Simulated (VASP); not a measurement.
# LiCl with PBE: from relaxation to properties, part 2 of 3

Wanted: the relaxed cell of LiCl and its properties. The start is a cell from a database of measured crystal structures.

VASP 6.6.1; PBE; plane waves and PAW (Li_sv, Cl).

So far, gap on the k-mesh (eV): step 2 (relaxing cell and atoms (PBE)) 6.29. The relaxed cell has a = 5.144 Å (conventional setting).

The database entry behind the starting cell differs from later determinations by our own check (0.1 to 0.3 % short, probably kX units), so it need not match the best structure at ambient conditions.

## 4. Bands along the symmetry lines (PBE)

The mesh alone shows little of the dispersion and can miss band extrema, so KPOINTS_OPT adds a path through the symmetry points after the self-consistent cycle.

File INCAR:

```
SYSTEM = LiCl
PREC = Accurate
ENCUT = 650
EDIFF = 1E-06
NELM = 100
ISMEAR = 0
SIGMA = 0.05
LREAL = .FALSE.
ALGO = Normal
GGA = PE
NBANDS = 17
LORBIT = 11
LWAVE = .FALSE.
LCHARG = .FALSE.
KPAR = 2
```

File POSCAR:

```
LiCl
1.0
    0.0000000000      2.5720326364      2.5720326364
    2.5720326364      0.0000000000      2.5720326364
    2.5720326364      2.5720326364      0.0000000000
Li Cl
1 1
Direct
    0.0000000000      0.0000000000      0.0000000000
    0.5000000000      0.5000000000      0.5000000000
```

File KPOINTS:

```
Automatic mesh
0
Gamma
8 8 8
0 0 0
```

File KPOINTS_OPT:

```
Line mode
16
Line-mode
Reciprocal
  0.00000000   0.00000000   0.00000000 GAMMA
  0.50000000   0.00000000   0.50000000 X

  0.50000000   0.00000000   0.50000000 X
  0.50000000   0.25000000   0.75000000 W

  0.50000000   0.25000000   0.75000000 W
  0.37500000   0.37500000   0.75000000 K

  0.37500000   0.37500000   0.75000000 K
  0.00000000   0.00000000   0.00000000 GAMMA

  0.00000000   0.00000000   0.00000000 GAMMA
  0.50000000   0.50000000   0.50000000 L

  0.50000000   0.50000000   0.50000000 L
  0.62500000   0.25000000   0.62500000 U

  0.62500000   0.25000000   0.62500000 U
  0.50000000   0.25000000   0.75000000 W

  0.50000000   0.25000000   0.75000000 W
  0.50000000   0.50000000   0.50000000 L

  0.50000000   0.50000000   0.50000000 L
  0.37500000   0.37500000   0.75000000 K

  0.62500000   0.25000000   0.62500000 U
  0.50000000   0.00000000   0.50000000 X
```

The projector-augmented-wave data sets are Li_sv and Cl (PBE family, release 64).

Started as:

```
> mpirun -np 2 vasp_std
```

The program printed:

```text
[... set-up lines as in an earlier step ...]
 entering main loop
       N       E                     dE             d eps       ncg     rms          rms(c)
DAV:   1     0.424251580711E+02    0.42425E+02   -0.45291E+03   986   0.641E+02
DAV:   2    -0.493661910673E+01   -0.47362E+02   -0.44950E+02  1324   0.127E+02
DAV:   3    -0.740197276768E+01   -0.24654E+01   -0.24559E+01  1295   0.271E+01
DAV:   4    -0.744995585888E+01   -0.47983E-01   -0.47960E-01  1290   0.387E+00
DAV:   5    -0.745063730086E+01   -0.68144E-03   -0.68141E-03  1395   0.439E-01    0.238E+00
DAV:   6    -0.737975558310E+01    0.70882E-01   -0.12157E-01  1342   0.128E+00    0.168E+00
DAV:   7    -0.738114521234E+01   -0.13896E-02   -0.41508E-02  1452   0.852E-01    0.933E-01
DAV:   8    -0.738525052918E+01   -0.41053E-02   -0.62721E-03  1229   0.423E-01    0.217E-01
DAV:   9    -0.738516934412E+01    0.81185E-04   -0.23912E-04  1304   0.846E-02    0.706E-02
DAV:  10    -0.738521977442E+01   -0.50430E-04   -0.94119E-05  1210   0.475E-02    0.521E-02
DAV:  11    -0.738522035968E+01   -0.58526E-06   -0.12612E-05  1339   0.174E-02    0.235E-03
DAV:  12    -0.738522053365E+01   -0.17397E-06   -0.50092E-07  1192   0.417E-03
   1 F= -.73852205E+01 E0= -.73852205E+01  d E =-.686374E-19
 Start KPOINTS_OPT (optional k-point list driver)
k-point batch [1-29\160]
       N       E                     dE             ncg
DAV:   1    -0.191800643610E+04   -0.11600E+05      986
DAV:   2    -0.326278001433E+04   -0.13448E+04     1311
DAV:   3    -0.333199916756E+04   -0.69219E+02     1380
DAV:   4    -0.333283739037E+04   -0.83822E+00     1384
DAV:   5    -0.333284560250E+04   -0.82121E-02     1404
DAV:   6    -0.333284570464E+04   -0.10214E-03     1393
DAV:   7    -0.333284570714E+04   -0.25019E-05     1350
DAV:   8    -0.333284570722E+04   -0.78230E-07     1128
[...]
k-point batch [146-160\160]
       N       E                     dE             ncg
DAV:   1     0.493991135560E+04   -0.77192E+04      510
DAV:   2     0.429228441542E+04   -0.64763E+03      695
DAV:   3     0.425975746169E+04   -0.32527E+02      684
DAV:   4     0.425934040694E+04   -0.41705E+00      771
DAV:   5     0.425933834057E+04   -0.20664E-02      694
DAV:   6     0.425933832429E+04   -0.16279E-04      771
DAV:   7     0.425933832422E+04   -0.73997E-07      592
```

The job ended after 41 s (2 MPI ranks of AMD EPYC 7R43, shared host; peak memory 0.3 GiB).

From OUTCAR (step 4):

```text
The static configuration has the point symmetry O_h .

 Found     29 irreducible k-points:

   k-points           NKPTS =     29   k-points in BZ     NKDIM =     29   number of bands    NBANDS=     17

   NELECT =      10.0000    total number of electrons

 E-fermi :   0.8145

 k-point     1 :       0.0000    0.0000    0.0000
  band No.  band energies     occupation
      1     -43.0172      2.00000
      2     -12.8510      2.00000
      3       0.5157      2.00000
      4       0.5157      2.00000
      5       0.5157      2.00000
      6       6.8065      0.00000
      7      12.4471      0.00000
      8      12.4471      0.00000
      9      12.4472      0.00000
     10      14.9937      0.00000
    ...

 k-point     2 :       0.1250    0.0000    0.0000
  band No.  band energies     occupation
      1     -43.0170      2.00000
      2     -12.7770      2.00000
      3      -0.0039      2.00000
      4       0.4753      2.00000
      5       0.4753      2.00000
      6       7.2661      0.00000
      7      11.6588      0.00000
      8      12.3406      0.00000
      9      12.3406      0.00000
     10      13.5948      0.00000
    ...

  Total        0.0014847      0.0014847      0.0014847      0.0000000      0.0000000      0.0000000
  in kB        0.0699033      0.0699033      0.0699033      0.0000000      0.0000000      0.0000000
  external PRESSURE =       0.0699033 kB  Pullay stress =       0.0000000 kB

 POSITION                                       TOTAL-FORCE (eV/Angst)
 -----------------------------------------------------------------------------------
      0.00000      0.00000      0.00000         0.000000      0.000000     -0.000000
      2.57203      2.57203      2.57203        -0.000000     -0.000000      0.000000
 -----------------------------------------------------------------------------------
    total drift:                               -0.000000     -0.000000      0.000000

  FREE ENERGIE OF THE ION-ELECTRON SYSTEM (eV)
  ---------------------------------------------------
  free  energy   TOTEN  =        -7.3852205336 eV

  energy  without entropy=       -7.3852205336  energy(sigma->0) =       -7.38522053

[... 8 parts as in an earlier step ...]

[... 5 further parts left out ...]
```

Numbers from this step:

| Quantity | Value |
| --- | --- |
| bands | 17 |
| Fermi energy | 0.8145 eV |
| pressure | 0.006990 GPa |
| least gap on mesh and path | 6.288 eV |
| least direct gap on mesh and path | 6.291 eV |
| valence top at k | 0.075, 0.075, 0.15 |

Electronic bands along the path, in eV, zero at the valence-band top; v1 is the highest filled band, c1 the lowest empty one:

```csv
point,v3,v2,v1,c1,c2,c3,c4
Γ,0.00,0.00,0.00,6.29,11.93,11.93,11.93
X,-2.86,-1.09,-1.09,7.86,8.30,12.36,14.05
W,-2.09,-2.09,-1.05,9.52,10.12,10.41,10.41
K,-2.45,-1.76,-0.82,8.07,9.91,11.40,11.72
Γ,0.00,0.00,0.00,6.29,11.93,11.93,11.93
L,-2.78,-0.26,-0.26,6.75,9.49,9.49,12.88
U,-2.45,-1.76,-0.82,8.07,9.91,11.40,11.72
W,-2.09,-2.09,-1.05,9.52,10.12,10.41,10.41
L,-2.78,-0.26,-0.26,6.75,9.49,9.49,12.88
K,-2.45,-1.76,-0.82,8.07,9.91,11.40,11.72
jump to U,-2.45,-1.76,-0.82,8.07,9.91,11.40,11.72
X,-2.86,-1.09,-1.09,7.86,8.30,12.36,14.05
```

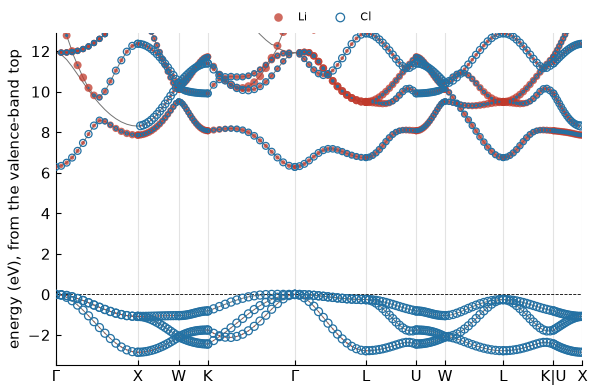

Electronic bands along the path; dots are coloured as in the legend, and their area grows with the weight.

The path finds the gap of the mesh within 0.02 eV, so the mesh comes close to both band edges.

## 5. Total and projected DOS (PBE)

A density of states needs more k-points than a total energy; ISMEAR = -5 takes tetrahedra, and LORBIT projects the states on the PAW spheres. The mesh is finer than in the run before.

Edit INCAR of step 4 so:

```diff
@@ -5,3 +5,3 @@
 NELM = 100
-ISMEAR = 0
+ISMEAR = -5
 SIGMA = 0.05
@@ -15 +15,2 @@
 KPAR = 2
+NEDOS = 2001
```

POSCAR is that of step 4.

File KPOINTS:

```
Automatic mesh
0
Gamma
11 11 11
0 0 0
```

Started as:

```
> mpirun -np 2 vasp_std
```

The program printed:

```text
[... set-up lines as in an earlier step ...]
 entering main loop
       N       E                     dE             d eps       ncg     rms          rms(c)
DAV:   1     0.438116664288E+02    0.43812E+02   -0.43562E+03  1904   0.630E+02
DAV:   2    -0.483451672217E+01   -0.48646E+02   -0.46113E+02  2588   0.127E+02
DAV:   3    -0.740344495631E+01   -0.25689E+01   -0.25584E+01  2462   0.278E+01
DAV:   4    -0.744975051379E+01   -0.46306E-01   -0.46288E-01  2624   0.380E+00
DAV:   5    -0.745062292073E+01   -0.87241E-03   -0.87237E-03  2517   0.469E-01    0.238E+00
DAV:   6    -0.737976650934E+01    0.70856E-01   -0.12162E-01  2710   0.128E+00    0.167E+00
DAV:   7    -0.738114398557E+01   -0.13775E-02   -0.41453E-02  2836   0.851E-01    0.934E-01
DAV:   8    -0.738525164833E+01   -0.41077E-02   -0.63574E-03  2286   0.425E-01    0.223E-01
DAV:   9    -0.738516833980E+01    0.83309E-04   -0.24375E-04  2546   0.855E-02    0.742E-02
DAV:  10    -0.738521655448E+01   -0.48215E-04   -0.96776E-05  2317   0.479E-02    0.559E-02
DAV:  11    -0.738521687844E+01   -0.32396E-06   -0.14128E-05  2613   0.184E-02    0.264E-03
DAV:  12    -0.738521705972E+01   -0.18128E-06   -0.55423E-07  2271   0.439E-03
   1 F= -.73852171E+01 E0= -.73852171E+01  d E =0.000000E+00
```

Run time: 18 s. Hardware: 2 MPI ranks; peak memory 0.3 GiB.

Parts of OUTCAR (step 5):

```text
   k-points           NKPTS =     56   k-points in BZ     NKDIM =     56   number of bands    NBANDS=     17

   NELECT =      10.0000    total number of electrons

 E-fermi :   0.5365

 k-point     1 :       0.0000    0.0000    0.0000
  band No.  band energies     occupation
      1     -43.0172      2.00000
      2     -12.8511      2.00000
      3       0.5157      2.00000
      4       0.5157      2.00000
      5       0.5157      2.00000
      6       6.8065      0.00000
      7      12.4471      0.00000
      8      12.4471      0.00000
      9      12.4471      0.00000
     10      14.9937      0.00000
    ...

  Total        0.0014123      0.0014123      0.0014123     -0.0000000     -0.0000000      0.0000000
  in kB        0.0664927      0.0664927      0.0664927     -0.0000000     -0.0000000      0.0000000
  external PRESSURE =       0.0664927 kB  Pullay stress =       0.0000000 kB

 POSITION                                       TOTAL-FORCE (eV/Angst)
 -----------------------------------------------------------------------------------
      0.00000      0.00000      0.00000         0.000000     -0.000000      0.000000
      2.57203      2.57203      2.57203        -0.000000      0.000000     -0.000000
 -----------------------------------------------------------------------------------
    total drift:                               -0.000000     -0.000000      0.000000

  FREE ENERGIE OF THE ION-ELECTRON SYSTEM (eV)
  ---------------------------------------------------
  free  energy   TOTEN  =        -7.3852170597 eV

  energy  without entropy=       -7.3852170597  energy(sigma->0) =       -7.38521706

[... 8 parts as in an earlier step ...]

[... 8 further parts left out ...]
```

Numbers from this step:

```
irreducible k-points : 56
Fermi energy         : 0.5365 eV
pressure             : 0.006649 GPa
valence top at k     : -0.09091, 0.09091, 0
gap on the k-mesh    : 6.289 eV
```

The density of states has structure finer than the step of the table below, so its rows give means over 2 eV, whole bins alone (the curve runs from -12.0 to 14.1 eV). Peaks (eV: height): total -2.4: 3.31, -0.3: 3.42, 9.4: 3.95, 11.4: 2.66; Cl p -2.4: 1.68, -0.3: 2.33, 11.4: 0.460; Li p 9.4: 0.374, 10.3: 0.280, 11.4: 0.255, 14.0: 0.209; Cl s -2.2: 0.0149, 8.2: 0.0991, 11.3: 0.0158; Li s -2.4: 0.0302, 8.3: 0.110, 9.4: 0.153, 11.4: 0.0906.

States under -12.0 eV and over 14.1 eV are left out. Table of density of states by energy, zero at the valence-band top; means over each step; values in states/eV/cell:

```csv
energy (eV),total,Cl p,Li p,Cl s,Li s
-4,0,0,0,0,0
-2,1.58,0.858,0.00989,0.00683,0.0110
0,1.42,0.936,0.00592,0.00114,0.00140
2,0,0,0,0,0
4,0,0,0,0,0
6,0.0285,0.00108,0.00110,0.00397,0.00136
8,0.999,0.0489,0.0587,0.0600,0.0409
10,1.83,0.146,0.189,0.00967,0.0381
12,1.21,0.191,0.127,0.00556,0.0359
```

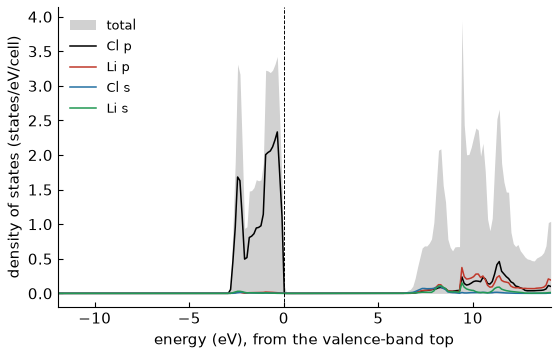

Density of states against energy.

The gap on this mesh is 6.29 eV. In the top eV of the valence band the largest shares in the PAW spheres are Cl p 66 %. The rest lies in smaller channels or between the spheres.

## 6. Electric field gradients (PBE)

Field gradients probe how far the charge around each nucleus departs from cubic symmetry; LASPH keeps the non-spherical terms inside the spheres.

File INCAR:

```
SYSTEM = LiCl
PREC = Accurate
ENCUT = 650
EDIFF = 1E-07
NELM = 100
ISMEAR = 0
SIGMA = 0.05
LREAL = .FALSE.
ALGO = Normal
GGA = PE
NBANDS = 11
LORBIT = 11
LWAVE = .FALSE.
LCHARG = .FALSE.
KPAR = 2
LEFG = .TRUE.
LASPH = .TRUE.
```

POSCAR is that of step 5.

File KPOINTS:

```
Automatic mesh
0
Gamma
8 8 8
0 0 0
```

Started as:

```
> mpirun -np 2 vasp_std
```

The program printed:

```text
[... set-up lines as in an earlier step ...]
 entering main loop
       N       E                     dE             d eps       ncg     rms          rms(c)
DAV:   1     0.474394932752E+02    0.47439E+02   -0.47721E+03   638   0.980E+02
DAV:   2    -0.447267334383E+01   -0.51912E+02   -0.49764E+02   826   0.161E+02
DAV:   3    -0.736371067478E+01   -0.28910E+01   -0.28822E+01   832   0.410E+01
DAV:   4    -0.744982259783E+01   -0.86112E-01   -0.86067E-01   918   0.671E+00
DAV:   5    -0.745062186850E+01   -0.79927E-03   -0.79926E-03   825   0.651E-01    0.238E+00
DAV:   6    -0.737980135025E+01    0.70821E-01   -0.15923E-01   823   0.199E+00    0.169E+00
DAV:   7    -0.738102594798E+01   -0.12246E-02   -0.50362E-02   950   0.128E+00    0.918E-01
DAV:   8    -0.738518607408E+01   -0.41601E-02   -0.68493E-03   735   0.635E-01    0.146E-01
DAV:   9    -0.738515657054E+01    0.29504E-04   -0.20129E-04   788   0.110E-01    0.509E-02
DAV:  10    -0.738521947933E+01   -0.62909E-04   -0.11125E-04   730   0.774E-02    0.383E-02
DAV:  11    -0.738522032007E+01   -0.84075E-06   -0.86902E-06   884   0.202E-02    0.188E-03
DAV:  12    -0.738522075303E+01   -0.43296E-06   -0.46153E-07   754   0.510E-03    0.472E-03
DAV:  13    -0.738522061059E+01    0.14244E-06   -0.14248E-07   729   0.257E-03    0.280E-04
DAV:  14    -0.738522063360E+01   -0.23010E-07   -0.24849E-09   430   0.458E-04
ion   1
     0.0000000     0.0000000     0.0000000    -0.0000000    -0.0000000     0.0000000
     0.0000222     0.0000000     0.0000000    -0.0000000    -0.0000000     0.0000000
     0.0000306     0.0000000     0.0000000    -0.0000000    -0.0000000     0.0000000
     0.0000422     0.0000000     0.0000000    -0.0000000    -0.0000000     0.0000000
     0.0000581     0.0000000     0.0000000    -0.0000000    -0.0000000     0.0000000

     0.0000000     0.0000000     0.0000000    -0.0000000    -0.0000000     0.0000000
     0.0000222     0.0000000     0.0000000    -0.0000000    -0.0000000     0.0000000
     0.0000306     0.0000000     0.0000000    -0.0000000    -0.0000000     0.0000000
     0.0000422     0.0000000     0.0000000    -0.0000000    -0.0000000     0.0000000
     0.0000581     0.0000000     0.0000000    -0.0000000    -0.0000000     0.0000000

ion   2
     0.0000000     0.0000000    -0.0000000    -0.0000000    -0.0000000     0.0000000
     0.0000382     0.0000000    -0.0000000    -0.0000000    -0.0000000     0.0000000
     0.0000526     0.0000000    -0.0000000    -0.0000000    -0.0000000     0.0000000
     0.0000724     0.0000000    -0.0000000    -0.0000000    -0.0000000     0.0000000
     0.0000997     0.0000000    -0.0000000    -0.0000000    -0.0000000     0.0000000

     0.0000000     0.0000000    -0.0000000    -0.0000000    -0.0000000     0.0000000
     0.0000382     0.0000000    -0.0000000    -0.0000000    -0.0000000     0.0000000
     0.0000526     0.0000000    -0.0000000    -0.0000000    -0.0000000     0.0000000
     0.0000724     0.0000000    -0.0000000    -0.0000000    -0.0000000     0.0000000
     0.0000997     0.0000000    -0.0000000    -0.0000000    -0.0000000     0.0000000

   1 F= -.73852206E+01 E0= -.73852206E+01  d E =-.121940E-21
```

Wall time 12 s (2 MPI ranks); peak memory 0.26 GiB; 23 s of CPU time.

From OUTCAR (step 6):

```text
   NELECT =      10.0000    total number of electrons

 E-fermi :   0.8397

 k-point     1 :       0.0000    0.0000    0.0000
  band No.  band energies     occupation
      1     -43.0174      2.00000
      2     -12.8510      2.00000
      3       0.5157      2.00000
      4       0.5157      2.00000
      5       0.5157      2.00000
      6       6.8066      0.00000
      7      12.4471      0.00000
      8      12.4471      0.00000
      9      12.4471      0.00000
     10      14.9938      0.00000
    ...

  Total        0.0013811      0.0013811      0.0013811      0.0000000      0.0000000      0.0000000
  in kB        0.0650250      0.0650250      0.0650250      0.0000000      0.0000000      0.0000000
  external PRESSURE =       0.0650250 kB  Pullay stress =       0.0000000 kB

  FREE ENERGIE OF THE ION-ELECTRON SYSTEM (eV)
  ---------------------------------------------------
  free  energy   TOTEN  =        -7.3852206336 eV

  energy  without entropy=       -7.3852206336  energy(sigma->0) =       -7.38522063

 Electric field gradients after diagonalization (V/A^2)
 (convention: |V_zz| > |V_xx| > |V_yy|)
----------------------------------------------------------------------
 ion       V_xx      V_yy      V_zz     asymmetry (V_yy - V_xx)/ V_zz
----------------------------------------------------------------------
   1       0.003     0.003    -0.007       0.000
   2      -0.000    -0.000     0.001       0.000
----------------------------------------------------------------------

[... 10 parts as in an earlier step ...]

[... 8 further parts left out ...]
```

Numbers from this step:

- SCF cycles: 14
- bands: 11
- irreducible k-points: 29
- Fermi energy: 0.8397 eV
- pressure: 0.006502 GPa
- valence top at k: 0, 0, 0
- gap on the k-mesh: 6.291 eV

Electric field gradients, by row:

```csv
atom,Vxx (V/Å²),Vyy (V/Å²),Vzz (V/Å²),asymmetry
Li1,0.003,0.003,-0.007,-
Cl2,0,0,0.001,-
```

All gradients vanish within the noise.

The run ends at a pressure of 0.01 GPa.

[end of part 2 of 3]

[Lines on the potential files, build, host, timing and source positions are cut from VASP's logs without a mark.]

[Logs are printed without paths, hosts, clocks, repeated set-up lines and the standing remarks that a program may print on its own settings, such as how far it seeks lower states.]

[Hosts, paths, dates, database ids (printed as entryN), source tags and the programs' standing remarks are cut or masked in the printed files.]

[A measured line is paired with the nearest computed mode of its activity, which favours agreement.]
